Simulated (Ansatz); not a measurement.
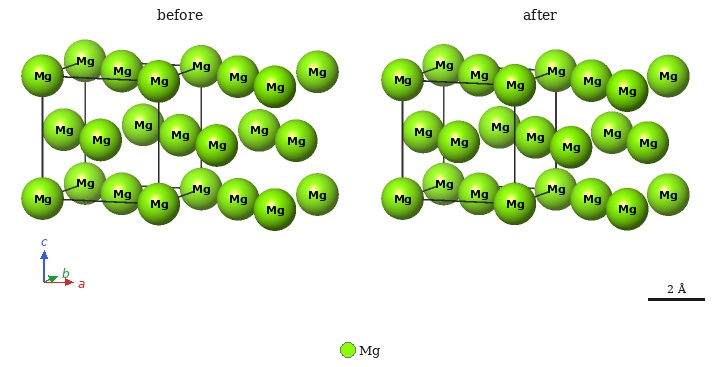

Left: a symmetric starting cell of Mg. Right: the same structure after one change, at the same scale. The picture is a spheres-only view of the conventional cell (4 times the calculation's cell), repeated 2 × 1 × 1 with one cell outlined, seen slightly off an axis. Lengths and directions refer to the drawn axes.

The calculation used DFT PBE, scalar-relativistic, plane waves, PAW in Ansatz 0.2.0. (plane-wave cutoff 420 eV; k-point mesh 16 × 16 × 16; occupations gaussian; smearing width 0.1 eV; no spin polarisation)

### What was changed?

All lengths are scaled by −3.3 % (volume −9.7 %), the atoms keeping their fractional coordinates. No relaxation follows. The starting cell wasn't computed here and needn't be at equilibrium, so pressure and forces aren't due to the change alone.

### How do the computed properties respond?

Among the bonded contacts that change: Mg–Mg 3.174 → 3.068 Å. The space group stays Fm-3m (No. 225). The pressure is 5.6 GPa (not all of it need come from the change, since the unchanged cell can be under pressure at this level too). All forces vanish by symmetry.
